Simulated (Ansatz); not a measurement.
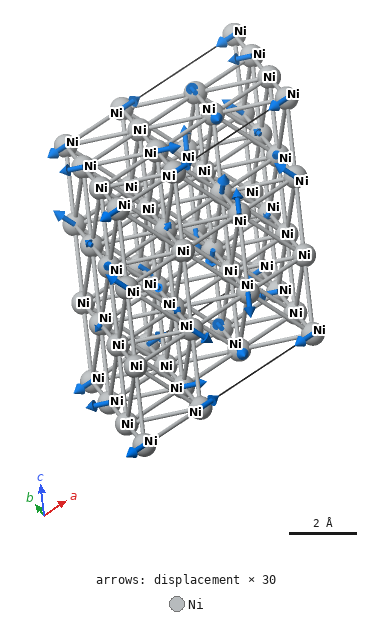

This is a relaxation of a defect cell of composition Ni. The starting structure is drawn; blue arrows show the displacements, 30 times their true length.

The picture is a ball-and-stick view of the cell of the calculation, seen slightly off an axis.

Case: Ni vacancy (site a), charge +0, atoms relaxed at the host's cell.

Method: Ansatz 0.2.0, DFT PBEsol, scalar-relativistic, plane waves, PAW. Settings: plane-wave cutoff 420 eV; k-point mesh 5 × 5 × 5; occupations gaussian; smearing width 0.1 eV; collinear spin; atoms relaxed in a fixed cell; force threshold 0.025 eV/Å; at most 45 steps.

What happened in the run?

The largest moves, 0.027 Å, are those of Ni atoms. The cell doesn't change. Near-neighbour distances that change, for instance: Ni–Ni 2.449 → 2.503 Å, Ni–Ni 2.449 → 2.422 Å, Ni–Ni 2.449 → 2.462 Å, Ni–Ni 2.449 → 2.442 Å. After 2 accepted moves (3 points after the start) the energy has fallen by 55.4 meV per cell of the calculation. The largest force component goes from 0.22 to 0.0032 eV/Å. 1 step only repeated the SCF at the same geometry.

Limits of the set-up: the periodic images lie only 7.3 Å apart, so the values are limited by the cell's size.
